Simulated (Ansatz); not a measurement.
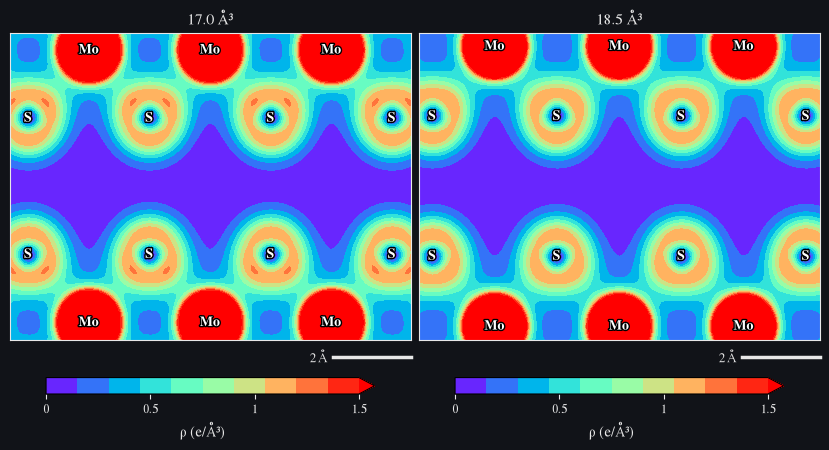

MoS2. The valence electron density of cells scaled evenly to different volumes (given per atom above each panel), on the (011) plane of each (indices in the axes of the cell below), at one length scale and on one colour scale.

All numbers below come from Kohn-Sham DFT of a periodic cell, r2SCAN, Ansatz PAW in Ansatz 0.2.0.

In a PAW calculation such maps are meaningful between the atoms, not at the nuclei.

The largest cell:

```
CELL_PARAMETERS angstrom
3.21273 0.00000 0.00000
-1.60636 0.92743 6.19547
1.60636 -2.78230 0.00000
ATOMIC_POSITIONS crystal
Mo 0.00000 0.00000 0.00000
S 0.25000 0.75000 0.25000
S 0.75000 0.25000 0.75000
```

| volume (Å³/atom) | Mo–S contact in the plane (Å) | ρ at its midpoint (e/Å³) | pressure (GPa) | 
| --- | --- | --- | --- |
| 17.04 | 2.353 | 0.635 | 14.5 | 
| 17.39 | 2.369 | ? | ? | 
| 18.46 | 2.417 | 0.569 | 0.8 | 

What values belong in the row with question marks?

Answer. Over the known rows ln ρ falls by 1.71 per Å of Mo–S distance (the line through the two), which gives 0.618 e/Å³ at 2.369 Å; the calculation gives 0.617 e/Å³. For the pressure, a straight line in volume between the neighbouring rows gives 11.1 GPa; the calculation gives 10.6, lower because pressure rises ever faster on compression.
